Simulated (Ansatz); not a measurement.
# ZnO (slab): what the fields show

The calculation's input:

```
crystal:
  lattice:
    - [3.1868519158, 0.0, 0.0]
    - [0.0, 5.1534131039, 0.0]
    - [0.0, 0.0, 26.9595437746]
  atoms:
    - { symbol: Zn, position: [0.0, 0.4996637473, 0.2781946187] }
    - { symbol: O, position: [0.0, 0.1213262527, 0.2781946187] }
    - { symbol: Zn, position: [0.5, 0.9996637473, 0.3123185235] }
    - { symbol: O, position: [0.5, 0.6213262527, 0.3123185235] }
    - { symbol: Zn, position: [0.5, 0.4996637473, 0.3805663331] }
    - { symbol: O, position: [0.5, 0.1213262527, 0.3805663331] }
    - { symbol: Zn, position: [0.0, 0.9996637473, 0.414690238] }
    - { symbol: O, position: [0.0, 0.6213262527, 0.414690238] }
    - { symbol: Zn, position: [0.0, 0.4996637473, 0.4829380476] }
    - { symbol: O, position: [0.0, 0.1213262527, 0.4829380476] }
    - { symbol: Zn, position: [0.5, 0.9996637473, 0.5170619524] }
    - { symbol: O, position: [0.5, 0.6213262527, 0.5170619524] }
    - { symbol: Zn, position: [0.5, 0.4996637473, 0.585309762] }
    - { symbol: O, position: [0.5, 0.1213262527, 0.585309762] }
    - { symbol: Zn, position: [0.0, 0.9996637473, 0.6194336669] }
    - { symbol: O, position: [0.0, 0.6213262527, 0.6194336669] }
    - { symbol: Zn, position: [0.0, 0.4996637473, 0.6876814765] }
    - { symbol: O, position: [0.0, 0.1213262527, 0.6876814765] }
    - { symbol: Zn, position: [0.5, 0.9996637473, 0.7218053813] }
    - { symbol: O, position: [0.5, 0.6213262527, 0.7218053813] }
basis:
  ecutwfc: 420
kpoints:
  mp_grid: { grid: [8, 5, 1] }
hamiltonian:
  xc: lda
scf:
  occupations: { method: gaussian, width: 0.05 }
output:
  forces: true
  stress: true
  eigenvalues: true
  write_density: true
  write_potential: true
  elf: true
  volumetric_format: npy
efield:
  axis: 3
  dipole_correction: true
```

Run with:

```sh
ansatz run input.yaml --threads 2 --pin off --max-ram 5120MiB --backend cpu --events-out ev --progress --plain --runs-dir out
```

Not relaxed (largest force 1.9 eV/Å).

These are results of DFT LDA, scalar-relativistic, plane waves, PAW (Ansatz 0.2.0), not measurements.

Core electrons are frozen (PAW), and the valence fields are smoothed inside the atomic spheres.

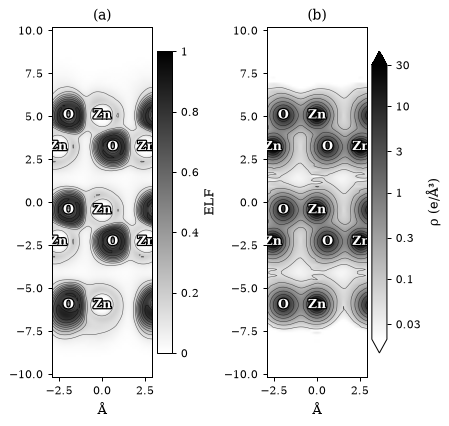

Figure 1. (a) ELF; (b) valence pseudo-density on the (100) plane of the calculation cell, a cut from vacuum to vacuum.

What do the fields say about this system?

Atoms in the plane: Zn and O.
Zn–O (1.95 Å): the density is about 0.68 e/Å³ at the midpoint; the ELF peaks at about 0.80 in the valence shell of O, 0.6 Å from its nucleus, and is about 0.30 at the midpoint: no shared electron pair shows on this line.
The density dies away to nearly zero in the vacuum.
The ELF also peaks beside O, away from the bonds: lone-pair regions.

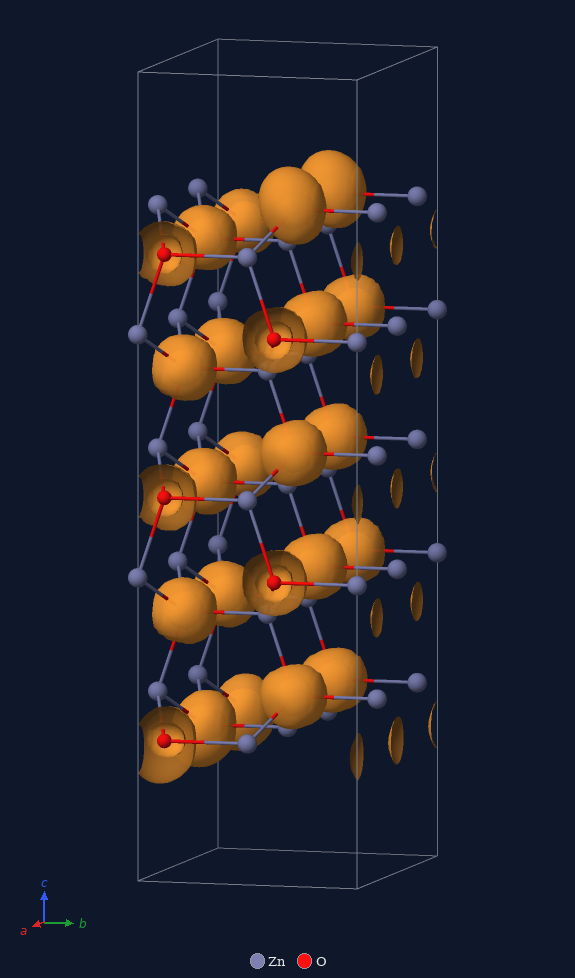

Figure 2. Isosurface of the electron localisation function at 0.75 (orange), seen slightly off an axis. Core shells and regions of very low density are left out. Sticks mark near contacts.

Where are the electrons localised?

The surface consists of ten regions wrapped around O (the valence shell of each), counted in one cell of 20 atoms. Counts are for one cell; the picture repeats the cell along the surface.


Zn–O (1.94 Å): the ELF peaks at about 0.85 in the valence shell of O, 0.6 Å from its nucleus, and is about 0.25 at the midpoint; no shared electron pair shows on this line.

Does the calculation make it a metal, or give it a gap?

It is gapped, with a Kohn–Sham gap of 0.49 eV on the k-point mesh (the band edges may lie off the mesh, which would make the gap smaller).
